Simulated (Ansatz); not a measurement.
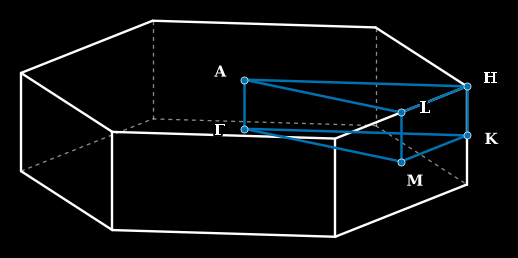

For Ni, coordinates from a relaxation with DFT, BLYP, plane waves (420 eV) with PAW, scalar-relativistic in Ansatz 0.2.0; the starting structure was generated, so it need not be a known form of this composition: the figure shows the first Brillouin zone with its special points and a band path. The drawing is computed from the coordinates (standard cell, symmetry found to 0.002 Å).

Labels and path follow the convention of Hinuma et al. (2017), as computed by seekpath.

Q: What lattice type do the shape and the labels point to?

A: A primitive hexagonal lattice (hP; extended symbol hP2). The zone is a hexagonal prism in its combinatorial type: 8 faces (6 with 4 edges, 2 with 6 edges), 18 edges, 12 vertices.

Q: Write the standard path through the labelled points.

A: Γ–M–K–Γ–A–L–H–A | L–M | H–K
